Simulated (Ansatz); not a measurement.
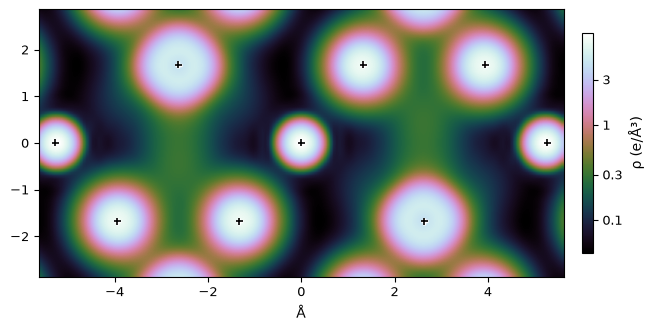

The valence pseudo-density on a plane through atoms (crosses mark nuclei in the plane).

These are results of DFT LDA, scalar-relativistic, plane waves, PAW in Ansatz, not measurements.

Candidates:
A. Si, a = 5.22 Å, b = 5.43 Å, c = 5.43 Å, α = 76.65°, β = 61.28°, γ = 61.28°. Space group I4₁/amd; a structure from a database of computed crystals, not necessarily the ambient phase.
B. LiNbO₂, a = 2.91 Å, b = 2.91 Å, c = 10.55 Å, α = 90.00°, β = 90.00°, γ = 120.00°. Space group P6₃/mmc; changed on purpose from its base cell (volume × 1.06, shape and atoms relaxed); computed pressure about −9 GPa in this cell.

**Which system is this?**

Candidate B: LiNbO₂ on the (110) plane of the conventional cell, which holds Li, Nb and O. Li–O (2.14 Å): ρ is about 0.24 e/Å³ halfway.
